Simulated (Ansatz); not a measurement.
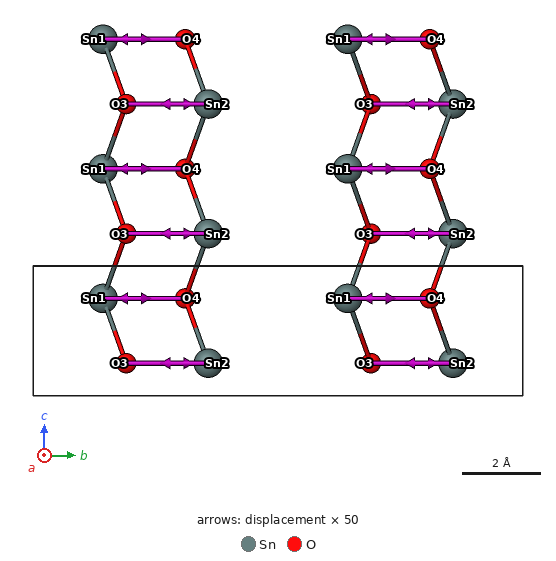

This is a relaxation of crystalline SnO (built on the TlCl-63 type type). The starting structure is drawn; purple arrows show the displacements (the part carried along by the change of the cell is left out), magnified 50 times.

A ball-and-stick model of the conventional cell (2 times the calculation's cell), repeated 1 × 1 × 3 with one cell outlined, seen along the a axis. Lengths and directions refer to the drawn axes.

Level of theory: DFT, r2SCAN+rVV10, plane waves, PAW (Ansatz).

Input
```yaml
crystal:
  lattice:
    - [1.6662375822, -6.3473705921, 0.0]
    - [1.6662375822, 6.3473705921, 0.0]
    - [0.0, 0.0, 3.3619002362]
  atoms:
    - { symbol: Sn, position: [0.3576096419, 0.6423903581, 0.75] }
    - { symbol: Sn, position: [0.6423903581, 0.3576096419, 0.25] }
    - { symbol: O, position: [0.810240413, 0.189759587, 0.25] }
    - { symbol: O, position: [0.189759587, 0.810240413, 0.75] }
kpoints:
  mp_grid: { grid: [8, 8, 8] }
hamiltonian:
  xc: r2scan
  dispersion: rvv10
scf:
  occupations: { method: fermi_dirac, width: 0.03 }
relax:
  f_tol: 0.01
  cell: {}
  max_steps: 120
```

Command:
```bash
ansatz run input.yaml --threads 2 --pin off --max-ram 2211MiB --backend cpu --events-out ev --progress --plain --runs-dir out
```

> Which element moves most?

Oxygen: up to 0.035 Å, against 0.025 Å for tin.

> Describe the change and its energy.

The energy falls by 1.7 meV per atom in 4 accepted moves (5 points after the start). The largest force component goes from 0.22 to 0.0011 eV/Å. Pressure: −0.52 GPa at the start and 0.00 GPa at the end. The SCF was repeated once at an unchanged geometry on a basis and grid sized afresh for the cell, which shifted the energy by 0.1 meV per atom at most. The largest moves relative to the cell, 0.035 Å, are those of O3 and O4. O4 goes along −b. By element the largest moves are O 0.035 Å, Sn 0.025 Å. The drawn cell changes as follows: a 3.332 → 3.319 Å (−0.4 %), b 12.695 → 12.952 Å (+2.0 %), c 3.362 → 3.353 Å (−0.3 %); the volume changes by +1.4 %. Some distances before and after: Sn1–O4 2.131 → 2.114 Å. The space group stays Cmcm (No. 63).
